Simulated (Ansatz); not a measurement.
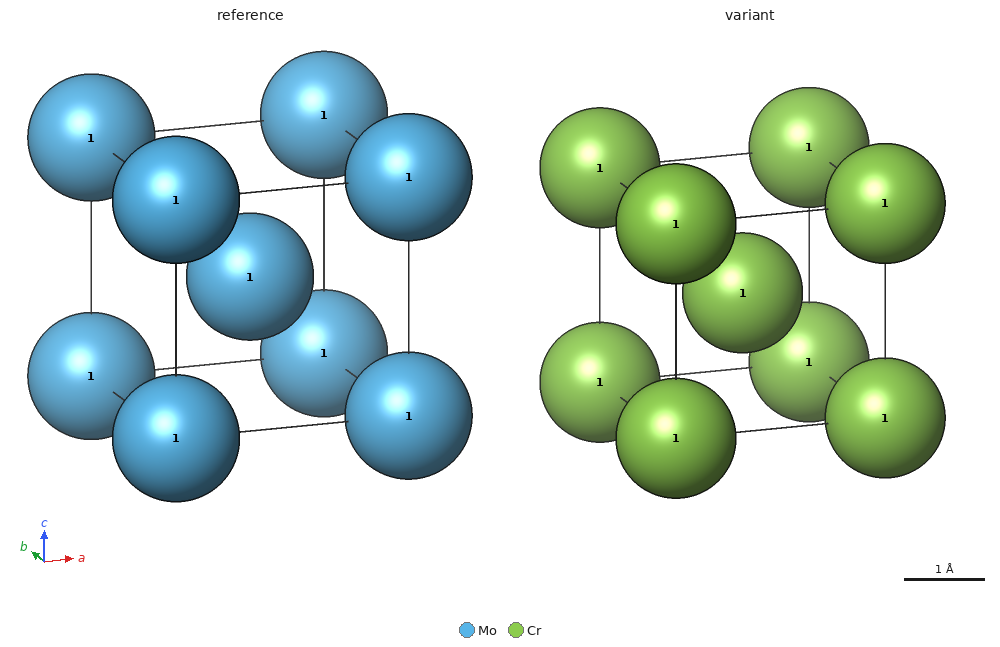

Left: a crystal of Mo (set up in Im-3m). Right: the same structure after one change, at the same scale. The picture is a spheres-only view of the conventional cell (2 times the calculation's cell), seen slightly off an axis. Lengths and directions refer to the drawn axes.

All numbers below come from DFT PBEsol, scalar-relativistic, plane waves, PAW in Ansatz. (plane-wave cutoff 420 eV; occupations gaussian; smearing width 0.1 eV; no spin polarisation) The k-mesh is chosen for each cell (18×18×18, 20×20×20).

**Which change leads from the left to the right?**

Every molybdenum atom is replaced by chromium, which gives Cr. Cell and atoms are relaxed again (to zero pressure within 0.1 GPa, forces under 0.01 eV/Å).

**And its effect?**

The volume per atom goes from 15.32 to 11.15 Å³. The volume changes by −27.3 %, with a = b = c 3.129 → 2.814 Å (−10.1 %). The space group stays Im-3m (No. 229).
